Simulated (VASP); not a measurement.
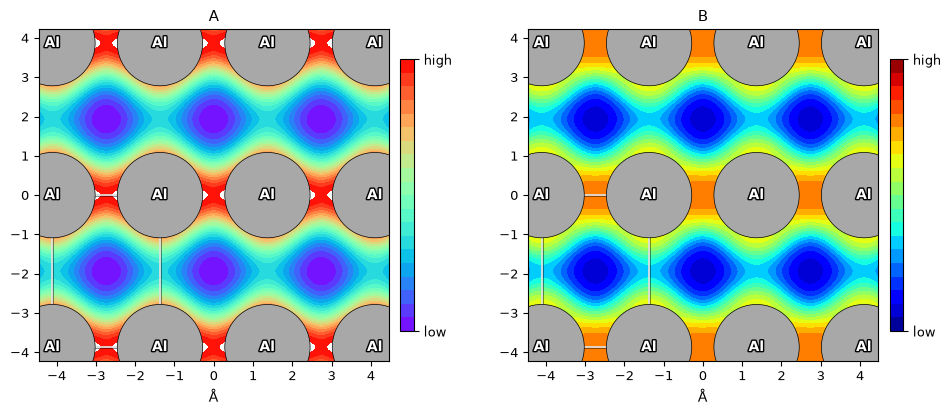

Al: 2 fields on the (011) plane of the conventional cell, with unlabelled colour scales. Grey discs cover the atomic cores.

Space group Pm-3m; a generated structure, not necessarily the stable one.

Theory: Kohn-Sham DFT of a periodic cell, revPBE, VASP PAW PBE potentials, recommended (VASP).

**The panels show electron localisation function and valence pseudo-density in some order. Assign them.**

Panel A: valence pseudo-density. Panel B: electron localisation function. From the grid: Al–Al (2.74 Å): the density is about 0.22 e/Å³ at the midpoint; the ELF peaks at about 0.80 between the atoms.
